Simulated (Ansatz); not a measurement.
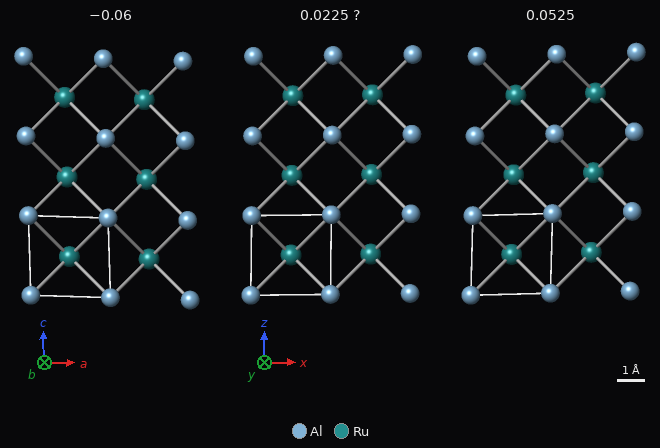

A scan of crystalline AlRu (Pm-3m): the cell is strained in shear in the xz plane, with the atoms kept at their fractional coordinates. x, y and z are the Cartesian axes of the input. The picture is a ball-and-stick view of the cell of the calculation, repeated 2 × 2 × 3 with one cell outlined, seen along the b axis.

Theory: DFT PBEsol, scalar-relativistic, plane waves, PAW in Ansatz 0.2.0. Set-up: plane-wave cutoff 420 eV; k-point mesh 16 × 16 × 16; occupations gaussian; smearing width 0.15 eV; no spin polarisation. Energies (free energies at the smearing named) are counted from the cell as listed in its source, which wasn't relaxed.

```csv
engineering shear strain,ΔE (meV/atom)
−0.0600,19.2
−0.0300,4.8
0.0000,0.0
0.0075,0.3
0.0150,1.2
0.0225,?
0.0375,7.5
0.0450,10.8
0.0525,14.7
```

**Estimate the missing energy from the other rows, and compare with the calculation.**

A straight line between the two neighbours gives 3.3 meV/atom. A cubic through the four nearest rows (0.0075, 0.0150, 0.0375, 0.0450) gives, with Lagrange weights, (−0.3000)(0.3) + (1.0000)(1.2) + (0.5000)(7.5) + (−0.2000)(10.8) = 2.7 meV/atom. The calculation gives 2.7 meV/atom, so the cubic is right to the digits shown and the straight line 0.6 meV/atom too high, as the curve bends upwards here.

The whole profile:

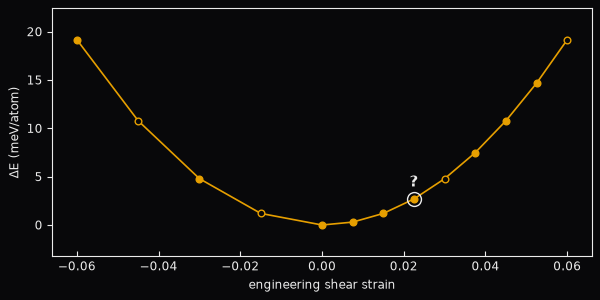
